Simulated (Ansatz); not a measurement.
**Geometry relaxation, with input and output: CoSi (part 1 of 2)**

The run: geometry relaxation of CoSi (P2₁3, 8 atoms in the cell). Method and program: DFT PBEsol, scalar-relativistic, plane waves, PAW, no spin polarisation (Ansatz 0.2.0).

The structure derives from an entry of the Crystallography Open Database. Figures and captions count atoms from 1; the log counts them from 0 in places.

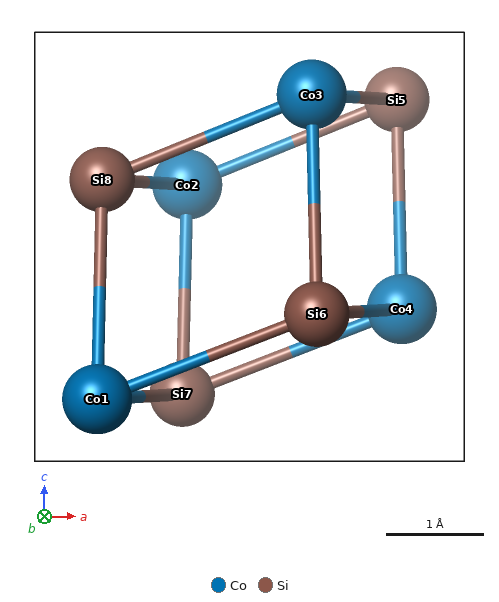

*The input geometry (ball-and-stick view of the cell of the calculation, along the b axis; atoms are numbered from 1 in the order of the input).*

Near neighbours in the crystal (not all of them lie inside the picture): Co has 7 Si at 2.32 to 2.43 Å; Si has 7 Co at 2.32 to 2.43 Å.

Input file:
```yaml
crystal:
  lattice:
    - [4.4308490772, 0.0, 0.0]
    - [0.0, 4.4308490772, 0.0]
    - [0.0, 0.0, 4.4308490772]
  atoms:
    - { symbol: Co, position: [0.1450189122, 0.1450189122, 0.1450189122] }
    - { symbol: Co, position: [0.3549810878, 0.8549810878, 0.6450189122] }
    - { symbol: Co, position: [0.6450189122, 0.3549810878, 0.8549810878] }
    - { symbol: Co, position: [0.8549810878, 0.6450189122, 0.3549810878] }
    - { symbol: Si, position: [0.8431597104, 0.8431597104, 0.8431597104] }
    - { symbol: Si, position: [0.6568402896, 0.1568402896, 0.3431597104] }
    - { symbol: Si, position: [0.3431597104, 0.6568402896, 0.1568402896] }
    - { symbol: Si, position: [0.1568402896, 0.3431597104, 0.6568402896] }
basis:
  ecutwfc: 420
kpoints:
  mp_grid: { grid: [8, 8, 8] }
hamiltonian:
  xc: pbesol
scf:
  occupations: { method: gaussian, width: 0.1 }
output:
  forces: true
  stress: true
  eigenvalues: true
  write_density: true
  write_potential: true
  elf: true
  volumetric_format: npy
relax:
  adjacent_minimum: "off"
  f_tol: 0.005
  max_steps: 50
  cell: { stress_tol: 0.05 }
```

Launch command:
```bash
ansatz run input.yaml --threads 2 --pin off --max-ram 5120MiB --backend cpu --events-out ev --progress --plain --runs-dir out
```

Log:
```
Engine: ansatz 0.2.0, x86_64-unknown-linux-gnu
Pseudopotentials: kind: paw
Pseudopotential: Co, paw, valence charge 17, recommended cutoff 420 eV (normal), Co.paw.azcp
Pseudopotential: Si, paw, valence charge 4, recommended cutoff 420 eV (normal), Si.paw.azcp
Functional definition: PBEsol
  exchange = pbesol_x
  correlation = pbesol_c
Crystal: 8 atoms, lattice volume = 86.988 Å³
Basis set: ecut = 420 eV, 1743 PW (Γ), exchange–correlation on 60×60×60 points (8 copies of the dense FFT grid, shifted against one another)
Bands: 51, of which v1, the nominal top of the filled ones, is band 42 counted from 1 (41 counted from 0)
Symmetry: 12 space group operations
Space group: P213 (ITA 198), of the structure as read, at distance tolerance 4.4e-5 Å
k-points: 45 of 512 (time reversal used)
Non-local potential: Co, projectors of the file, l = 0: 3, l = 1: 2, l = 2: 3, l = 3: 1
Non-local potential: Si, projectors of the file, l = 0: 2, l = 1: 2, l = 2: 2
PAW form: soft (Blöchl's): semilocal exchange-correlation on the pseudo side does not see the compensation charge
PAW frozen core: Co, regenerated for the run's functional, and the local potential with it (the file was generated under x = pbe(κ = 0.804, μ = 0.2195149727645171), c = pbe(β = 0.06672455060314922))
PAW frozen core: Si, regenerated for the run's functional, and the local potential with it (the file was generated under x = pbe(κ = 0.804, μ = 0.2195149727645171), c = pbe(β = 0.06672455060314922))
PAW one-centre angular grid: Co, 590 points (default); XC on 64 Gauss nodes
PAW one-centre angular grid: Si, 110 points (default); XC on 64 Gauss nodes
Initial density: superposition of atomic densities (neutral atoms: chi_scale 0, normalization atom), corrected by the library's trained network
Initial wavefunctions: pseudopotential atomic-orbital guess
Functional: x = pbesol(κ = 0.804, μ = 0.12345679012345678), c = pbesol(β = 0.046)
SCF iter   1: F=—  HF=-22863.738438 eV  |F-HF|=—  |Δ(HF+E_count)|=         —  Δρ=1.61e-2  dr2=1.03e-1  ethr=1.77e-3  ⟨swp⟩=6.9  Hψ=8983  notcnv=0  defer=10
preconditioner: auto → Kerker (q_TF=auto, 2.712 Å⁻¹)  [metal: Δε(μ)=0.140 eV  Ē_g=6.690 eV  σ=0.100 eV  W_gap=0.50  n_scr=26 (ndim 8)  ℏωp=28.7 eV  f_vac=0.000  D(μ)=1.24/eV (n_scr^D=6)]
SCF iter   2: F=—  HF=-22863.719230 eV  |F-HF|=—  |Δ(HF+E_count)|=   1.92e-2  Δρ=4.85e-3  dr2=8.82e-3  ethr=1.22e-4  ⟨swp⟩=2.8  Hψ=3955  notcnv=0  defer=114
preconditioner: auto → Resta (q_TF=auto, 2.712 Å⁻¹)  ε∞=19.4  [insulator: Δε(μ)=0.140 eV  Ē_g=6.690 eV  σ=0.100 eV  W_gap=0.54  n_scr=26 (ndim 8)  ℏωp=28.7 eV  f_vac=0.000  D(μ)=1.31/eV (n_scr^D=6)  ε∞_Penn≈19.4]
SCF iter   3: F=—  HF=-22863.717967 eV  |F-HF|=—  |Δ(HF+E_count)|=   1.26e-3  Δρ=8.12e-4  dr2=1.53e-4  ethr=1.05e-5  ⟨swp⟩=2.1  Hψ=2911  notcnv=0  defer=114
SCF iter   4: F=—  HF=-22863.717964 eV  |F-HF|=—  |Δ(HF+E_count)|=   3.00e-6  Δρ=1.81e-4  dr2=9.72e-6  ethr=1.82e-7  ⟨swp⟩=2.0  Hψ=3906  notcnv=0  defer=114
SCF iter   5: F=—  HF=-22863.718103 eV  |F-HF|=—  |Δ(HF+E_count)|=   1.38e-4  Δρ=1.03e-4  dr2=7.41e-6  ethr=1.16e-8  ⟨swp⟩=2.0  Hψ=4065  notcnv=0  defer=114
SCF iter   6: F=—  HF=-22863.718102 eV  |F-HF|=—  |Δ(HF+E_count)|=   9.55e-7  Δρ=1.16e-5  dr2=1.23e-7  ethr=8.83e-9  ⟨swp⟩=2.0  Hψ=2585  notcnv=0  defer=114
SCF iter   7: F=-22863.718102 eV  HF=-22863.718102 eV  |F-HF|=8.72e-9  |Δ(HF+E_count)|=   2.17e-8  Δρ=3.46e-6  dr2=9.03e-9  ethr=1.19e-10  ⟨swp⟩=12.4  Hψ=14841  notcnv=0
SCF 1 converged in 7 iterations: F = -22863.718102 eV  dr2 = 9.03e-9
  greatest PAW one-centre occupation: 1.001 electrons in one spin orbital (limit 2), on the Co atom at site 3 (counted from 0), in its partial waves of l = 1
relax step   1: F+E_penalty+E_count = -22863.71810167 eV  Δ(F+E_penalty+E_count) = +0.000e0 eV  max|allowed force component| = 1.643e-2 eV/Å  Δτ_max = 0.0000 Å  P = -6.983 GPa  Ω = 86.988 Å³  (7 SCF iters, dr2 threshold 1.00e-7 eV, accepted)
Crystal: 8 atoms, lattice volume = 85.492 Å³
Initial density: handed on by an earlier stage of this run
Initial wavefunctions: those handed on with the density
iter 1 solved again at ethr=4.97e-6 eV; its pass at ethr=3.10e-3 eV (dr2=4.18e-3 eV) is discarded
SCF iter   1: F=—  HF=-22863.767196 eV  |F-HF|=—  |Δ(HF+E_count)|=         —  Δρ=2.90e-3  dr2=4.61e-3  ethr=4.97e-6  ⟨swp⟩=1.1  Hψ=10077  notcnv=0
preconditioner: auto → Resta (q_TF=auto, 2.720 Å⁻¹)  ε∞=19.1  [insulator: Δε(μ)=0.144 eV  Ē_g=6.813 eV  σ=0.100 eV  W_gap=0.56  n_scr=26 (ndim 8)  ℏωp=29.0 eV  f_vac=0.000  D(μ)=1.29/eV (n_scr^D=6)  ε∞_Penn≈19.1]
SCF iter   2: F=—  HF=-22863.766479 eV  |F-HF|=—  |Δ(HF+E_count)|=   7.17e-4  Δρ=7.51e-4  dr2=3.52e-4  ethr=4.97e-6  ⟨swp⟩=2.2  Hψ=2761  notcnv=0
SCF iter   3: F=—  HF=-22863.766499 eV  |F-HF|=—  |Δ(HF+E_count)|=   2.00e-5  Δρ=2.90e-4  dr2=6.39e-5  ethr=4.19e-7  ⟨swp⟩=2.0  Hψ=3093  notcnv=0
SCF iter   4: F=—  HF=-22863.766491 eV  |F-HF|=—  |Δ(HF+E_count)|=   8.86e-6  Δρ=1.69e-4  dr2=2.14e-5  ethr=7.60e-8  ⟨swp⟩=2.0  Hψ=3470  notcnv=0
iter 5 did not close the SCF: its close was put off for the readings that it lacked (scf_convergence_deferred on its scf_iter line)
SCF iter   5: F=-22863.766488 eV  HF=-22863.766488 eV  |F-HF|=4.98e-8  |Δ(HF+E_count)|=   2.93e-6  Δρ=2.32e-5  dr2=2.05e-7  ethr=2.54e-8  ⟨swp⟩=2.1  Hψ=2784  notcnv=0
SCF iter   6: F=-22863.766488 eV  HF=-22863.766488 eV  |F-HF|=1.98e-9  |Δ(HF+E_count)|=   7.47e-8  Δρ=2.45e-6  dr2=3.98e-9  ethr=2.44e-10  ⟨swp⟩=6.6  Hψ=15153  notcnv=0
SCF 2 converged in 6 iterations: F = -22863.766488 eV  dr2 = 3.98e-9
relax step   2: F+E_penalty+E_count = -22863.76648772 eV  Δ(F+E_penalty+E_count) = -4.839e-2 eV  max|allowed force component| = 6.806e-3 eV/Å  Δτ_max = 0.0012 Å  P = -3.120 GPa  Ω = 85.492 Å³  energy of the carried Pulay correction = +1.030e-3 eV  (6 SCF iters, dr2 threshold 8.00e-7 eV, accepted)
Crystal: 8 atoms, lattice volume = 84.311 Å³
Basis set: ecut = 420 eV, 1647 PW (Γ), exchange–correlation on 60×60×60 points (8 copies of the dense FFT grid, shifted against one another)
iter 1 solved again at ethr=3.99e-6 eV; its pass at ethr=3.10e-3 eV (dr2=3.35e-3 eV) is discarded
SCF iter   1: F=—  HF=-22863.778709 eV  |F-HF|=—  |Δ(HF+E_count)|=         —  Δρ=2.36e-3  dr2=3.05e-3  ethr=3.99e-6  ⟨swp⟩=2.0  Hψ=9935  notcnv=0
preconditioner: auto → Resta (q_TF=auto, 2.727 Å⁻¹)  ε∞=18.8  [insulator: Δε(μ)=0.146 eV  Ē_g=6.911 eV  σ=0.100 eV  W_gap=0.56  n_scr=26 (ndim 8)  ℏωp=29.2 eV  f_vac=0.000  D(μ)=1.25/eV (n_scr^D=6)  ε∞_Penn≈18.8]
SCF iter   2: F=—  HF=-22863.778234 eV  |F-HF|=—  |Δ(HF+E_count)|=   4.75e-4  Δρ=6.29e-4  dr2=2.32e-4  ethr=3.63e-6  ⟨swp⟩=2.5  Hψ=2979  notcnv=0
SCF iter   3: F=—  HF=-22863.778359 eV  |F-HF|=—  |Δ(HF+E_count)|=   1.25e-4  Δρ=2.40e-4  dr2=3.76e-5  ethr=2.76e-7  ⟨swp⟩=2.0  Hψ=3156  notcnv=0
SCF iter   4: F=—  HF=-22863.778356 eV  |F-HF|=—  |Δ(HF+E_count)|=   2.95e-6  Δρ=1.31e-4  dr2=1.25e-5  ethr=4.48e-8  ⟨swp⟩=2.0  Hψ=3573  notcnv=0
iter 5 did not close the SCF: its close was put off for the readings that it lacked (scf_convergence_deferred on its scf_iter line)
SCF iter   5: F=-22863.778355 eV  HF=-22863.778355 eV  |F-HF|=3.29e-8  |Δ(HF+E_count)|=   1.68e-6  Δρ=2.05e-5  dr2=1.55e-7  ethr=1.49e-8  ⟨swp⟩=2.1  Hψ=2791  notcnv=0
SCF iter   6: F=-22863.778355 eV  HF=-22863.778355 eV  |F-HF|=2.15e-9  |Δ(HF+E_count)|=   4.66e-8  Δρ=2.34e-6  dr2=2.87e-9  ethr=1.84e-10  ⟨swp⟩=6.4  Hψ=14098  notcnv=0
SCF 3 converged in 6 iterations: F = -22863.778355 eV  dr2 = 2.87e-9
relax step   3: F+E_penalty+E_count = -22863.77835478 eV  Δ(F+E_penalty+E_count) = -1.187e-2 eV  max|allowed force component| = 7.683e-3 eV/Å  Δτ_max = 0.0022 Å  P = +0.184 GPa  Ω = 84.311 Å³  energy of the carried Pulay correction = +1.857e-3 eV  (6 SCF iters, dr2 threshold 8.00e-7 eV, accepted)
Crystal: 8 atoms, lattice volume = 84.368 Å³
iter 1 solved again at ethr=1.38e-8 eV; its pass at ethr=3.10e-3 eV (dr2=1.16e-5 eV) is discarded
SCF iter   1: F=—  HF=-22863.778235 eV  |F-HF|=—  |Δ(HF+E_count)|=         —  Δρ=1.37e-4  dr2=1.23e-5  ethr=1.38e-8  ⟨swp⟩=2.0  Hψ=9640  notcnv=0
preconditioner: auto → Resta (q_TF=auto, 2.726 Å⁻¹)  ε∞=18.8  [insulator: Δε(μ)=0.146 eV  Ē_g=6.905 eV  σ=0.100 eV  W_gap=0.56  n_scr=26 (ndim 8)  ℏωp=29.2 eV  f_vac=0.000  D(μ)=1.26/eV (n_scr^D=6)  ε∞_Penn≈18.8]
SCF iter   2: F=—  HF=-22863.778372 eV  |F-HF|=—  |Δ(HF+E_count)|=   1.36e-4  Δρ=6.10e-5  dr2=3.43e-6  ethr=1.38e-8  ⟨swp⟩=2.0  Hψ=3403  notcnv=0
SCF iter   3: F=—  HF=-22863.778371 eV  |F-HF|=—  |Δ(HF+E_count)|=   1.25e-6  Δρ=1.47e-5  dr2=2.20e-7  ethr=4.09e-9  ⟨swp⟩=2.0  Hψ=3188  notcnv=0
iter 4 did not close the SCF: its close was put off for the readings that it lacked (scf_convergence_deferred on its scf_iter line)
SCF iter   4: F=-22863.778370 eV  HF=-22863.778370 eV  |F-HF|=3.73e-8  |Δ(HF+E_count)|=   1.01e-7  Δρ=7.24e-6  dr2=3.58e-8  ethr=2.62e-10  ⟨swp⟩=2.0  Hψ=3470  notcnv=0
iter 5 did not close the SCF: its close was put off for the readings that it lacked (scf_convergence_deferred on its scf_iter line)
SCF iter   5: F=-22863.778370 eV  HF=-22863.778370 eV  |F-HF|=1.38e-10  |Δ(HF+E_count)|=   2.08e-9  Δρ=1.32e-6  dr2=7.73e-10  ethr=4.26e-11  ⟨swp⟩=2.1  Hψ=2954  notcnv=0
SCF iter   6: F=-22863.778370 eV  HF=-22863.778370 eV  |F-HF|=2.91e-11  |Δ(HF+E_count)|=  1.86e-10  Δρ=3.51e-7  dr2=5.43e-11  ethr=1.00e-12  ⟨swp⟩=4.7  Hψ=11808  notcnv=0
SCF 4 converged in 6 iterations: F = -22863.778370 eV  dr2 = 5.43e-11
  greatest PAW one-centre occupation: 1.001 electrons in one spin orbital (limit 2), on the Co atom at site 2 (counted from 0), in its partial waves of l = 1
relax step   4: F+E_penalty+E_count = -22863.77837043 eV  Δ(F+E_penalty+E_count) = -1.565e-5 eV  max|allowed force component| = 4.161e-3 eV/Å  Δτ_max = 0.0005 Å  P = +0.005 GPa  Ω = 84.368 Å³  energy of the carried Pulay correction = +1.817e-3 eV  (6 SCF iters, accepted)
Initial wavefunctions: pseudopotential atomic-orbital guess (no wavefunctions were taken with the density)
iter 1 solved again at ethr=1.58e-6 eV; its pass at ethr=3.10e-3 eV (dr2=1.33e-3 eV) is discarded
SCF iter   1: F=—  HF=-22863.776716 eV  |F-HF|=—  |Δ(HF+E_count)|=         —  Δρ=1.33e-4  dr2=2.18e-6  ethr=1.58e-6  ⟨swp⟩=3.0  Hψ=13865  notcnv=0
eigensolver tolerance schedule: the retry pair's looser diagonalisation over-reported the residual by 605.95 of it (diagonalisation noise at 0.45 of the residual, at the tolerance the schedule requests for it); recorded, not acted on — ethr = c·dr2/N_el stays at c = 1.0e-1
SCF iter   2: F=—  HF=-22863.776877 eV  |F-HF|=—  |Δ(HF+E_count)|=   1.61e-4  Δρ=9.55e-5  dr2=2.20e-6  ethr=2.60e-9  ⟨swp⟩=2.0  Hψ=4056  notcnv=0
SCF iter   3: F=—  HF=-22863.776876 eV  |F-HF|=—  |Δ(HF+E_count)|=   5.11e-7  Δρ=3.17e-5  dr2=3.93e-7  ethr=2.60e-9  ⟨swp⟩=2.1  Hψ=3862  notcnv=0
SCF iter   4: F=—  HF=-22863.776876 eV  |F-HF|=—  |Δ(HF+E_count)|=   4.53e-8  Δρ=3.52e-6  dr2=3.03e-9  ethr=4.68e-10  ⟨swp⟩=2.0  Hψ=3017  notcnv=0
SCF iter   5: F=—  HF=-22863.776876 eV  |F-HF|=—  |Δ(HF+E_count)|=   1.02e-8  Δρ=8.31e-7  dr2=5.70e-10  ethr=3.61e-12  ⟨swp⟩=2.0  Hψ=4190  notcnv=0
SCF iter   6: F=—  HF=-22863.776876 eV  |F-HF|=—  |Δ(HF+E_count)|=  2.91e-11  Δρ=5.90e-7  dr2=1.98e-10  ethr=1.00e-12  ⟨swp⟩=1.3  Hψ=2670  notcnv=0
SCF iter   7: F=-22863.776876 eV  HF=-22863.776876 eV  |F-HF|=7.28e-12  |Δ(HF+E_count)|=  1.46e-11  Δρ=6.63e-8  dr2=2.41e-12  ethr=1.00e-12  ⟨swp⟩=6.1  Hψ=9737  notcnv=0
SCF 5 converged in 7 iterations: F = -22863.776876 eV  dr2 = 2.41e-12
relax step   5: F+E_penalty+E_count = -22863.77687616 eV  Δ(F+E_penalty+E_count) = +1.494e-3 eV  max|allowed force component| = 4.218e-3 eV/Å  Δτ_max = 0.0000 Å  P = -0.027 GPa  Ω = 84.368 Å³  stress off target by 2.70e-2 GPa  SCF on the basis re-selected at this cell (its energy is not comparable with the rows above)  (7 SCF iters)
```

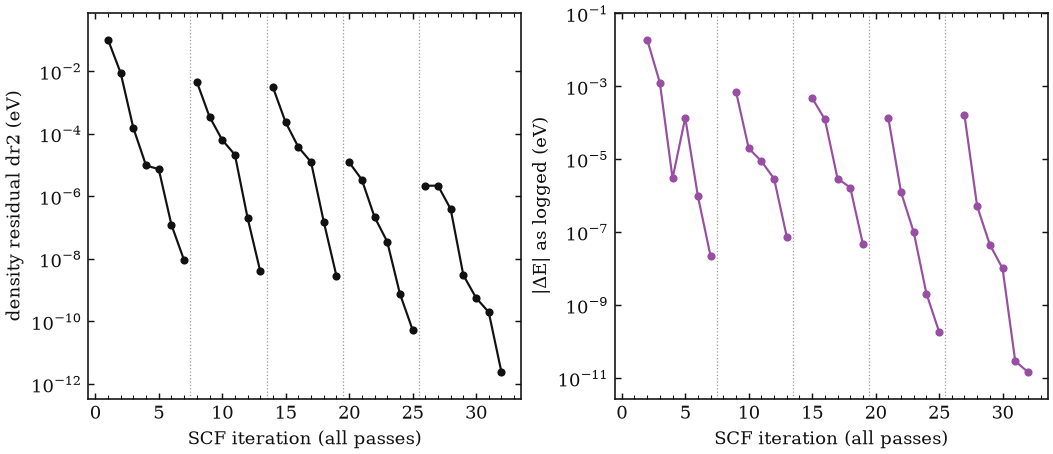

*Convergence of the self-consistent field: density residual dr2 and size of the energy change against the SCF iteration. The dotted lines part the SCF passes of the relaxation: geometry steps, rejected trials and re-solves on a re-selected basis.*

The 5 passes take 6 to 7 iterations each, 32 in all.

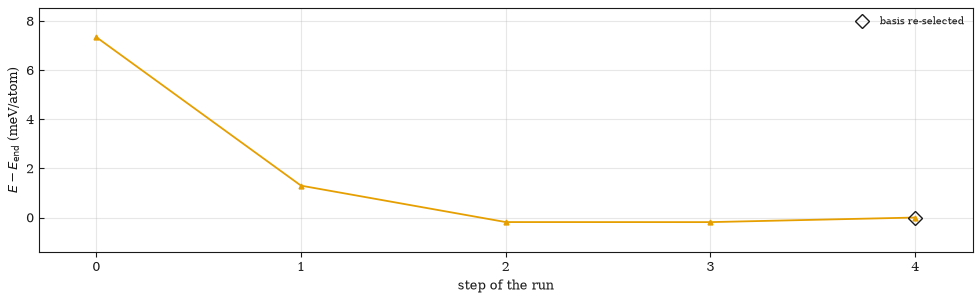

*Progress of the relaxation, step by step (the first geometry is step 0 here and step 1 in the log).*
